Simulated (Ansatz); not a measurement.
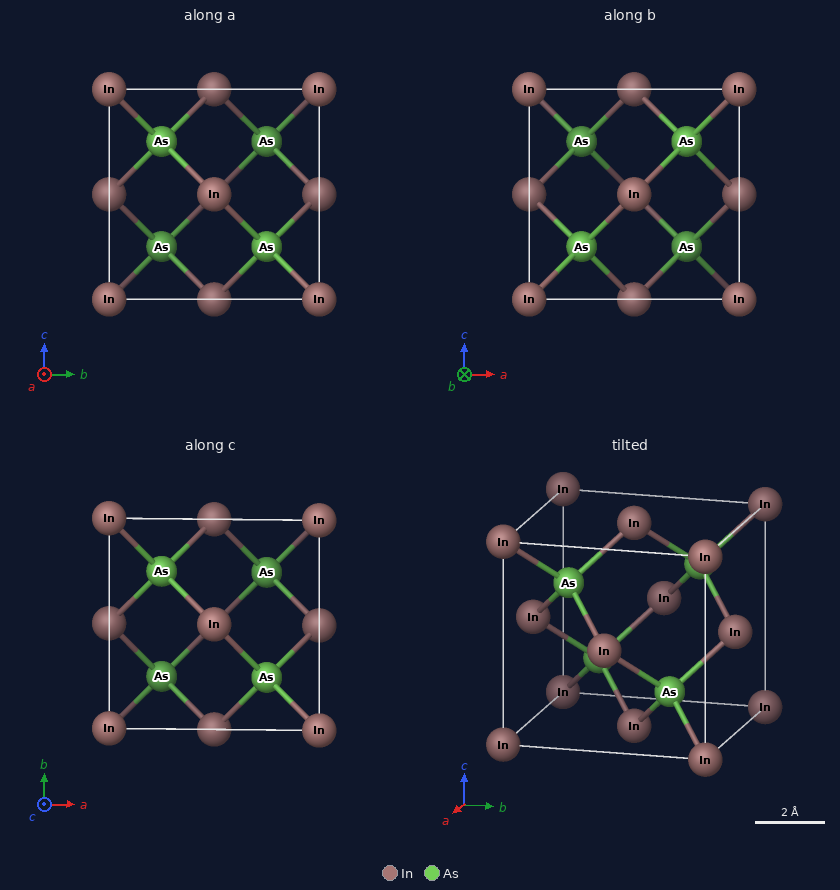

The figure gives a ball-and-stick picture of the atoms, viewed along the a axis, along the b axis, along the c axis and slightly off an axis. The edges of the drawn cell (a repeat of the simulation cell) are marked.

Lattice parameters: a = 6.109 Å, b = 6.109 Å, c = 6.109 Å, α = 90.00°, β = 90.00°, γ = 90.57°. Put a along x and b in the xy plane.

**From the views, write a POSCAR file, with free fractional coordinates to two decimals.**

```
In As
1.0
     6.109    0.000    0.000
    -0.061    6.109    0.000
     0.000    0.000    6.109
In As
4 4
Direct
  0.00 0.00 0.00
  0.50 0.50 0.00
  0.50 0.00 0.50
  0.00 0.50 0.50
  0.25 0.25 0.25
  0.75 0.75 0.25
  0.75 0.25 0.75
  0.25 0.75 0.75
```

The structure comes from a structure type filled with these elements by a generator (whether the compound takes this form wasn't checked). The cell was then strained or its atoms displaced on purpose. It went into a calculation with Ansatz.
